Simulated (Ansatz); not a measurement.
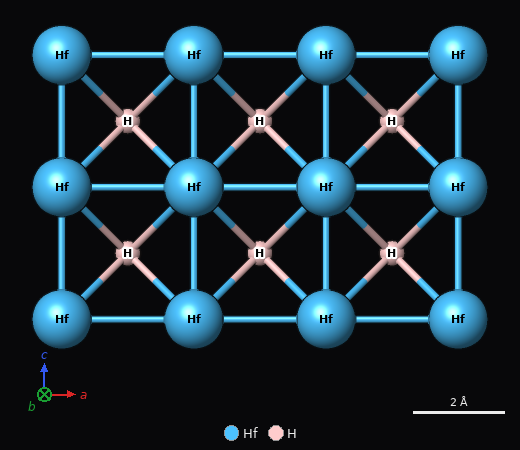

Solid HfH (a generated structure, set up in Pm-3m), before the relaxation. The picture is a ball-and-stick view of the cell of the calculation, repeated 3 × 1 × 2 with one cell outlined, seen along the b axis.

All numbers below come from DFT PBE, scalar-relativistic, plane waves, PAW in Ansatz.

Input file:
```yaml
crystal:
  lattice:
    - [2.9193206793, 0.0, 0.0]
    - [0.0, 2.9193206793, 0.0]
    - [0.0, 0.0, 2.9193206793]
  atoms:
    - { symbol: Hf, position: [0.0, 0.0, 0.0] }
    - { symbol: H, position: [0.5, 0.5, 0.5] }
basis:
  ecutwfc: 420
kpoints:
  mp_grid: { grid: [18, 18, 18] }
hamiltonian:
  xc: pbe
scf:
  occupations: { method: gaussian, width: 0.1 }
output:
  forces: true
  stress: true
  eigenvalues: true
relax:
  adjacent_minimum: "off"
  f_tol: 0.01
  max_steps: 80
  cell: { stress_tol: 0.05 }
```

Command:
```bash
ansatz run input.yaml --threads 1 --pin off --max-ram 2560MiB --backend cpu --events-out ev --progress --plain --runs-dir out
```

**Predict the outcome.**

After 2 accepted moves (5 points after the start) the energy has fallen by 0.9 meV per atom. All forces vanish by symmetry, so only the cell relaxes. The pressure goes from −1.55 to 0.00 GPa. The line search rejected the trial step at point 1 of the run. At 2 points the geometry stayed and the basis and grid were re-selected for the new cell (energy shift of 0.1 meV per atom at most each time). No atom moves by more than 0.005 Å relative to the cell. The volume changes by −1.5 %, with a = b = c 2.919 → 2.905 Å (−0.5 %). Some distances before and after: Hf1–Hf1 2.919 → 2.905 Å, Hf1–H2 2.528 → 2.516 Å. The space group stays Pm-3m (No. 221).

Step by step:

| step | E − E(0), meV/atom | pressure, GPa | volume, Å³/atom | note |
| --- | --- | --- | --- | --- |
| 0 | 0.00 | -1.55 | 12.440 |  |
| 1 | 0.82 | 2.45 | 11.988 | rejected |
| 2 | -1.01 | -0.05 | 12.261 |  |
| 3 | -0.91 | -0.05 | 12.261 | same geometry, new basis |
| 4 | -0.91 | 0.00 | 12.254 |  |
| 5 | -0.91 | 0.00 | 12.254 | same geometry, new basis |

The structure at the end:

```
CELL_PARAMETERS angstrom
2.90473 0.00000 0.00000
0.00000 2.90473 0.00000
0.00000 0.00000 2.90473
ATOMIC_POSITIONS crystal
Hf 0.00000 0.00000 0.00000
H 0.50000 0.50000 0.50000
```
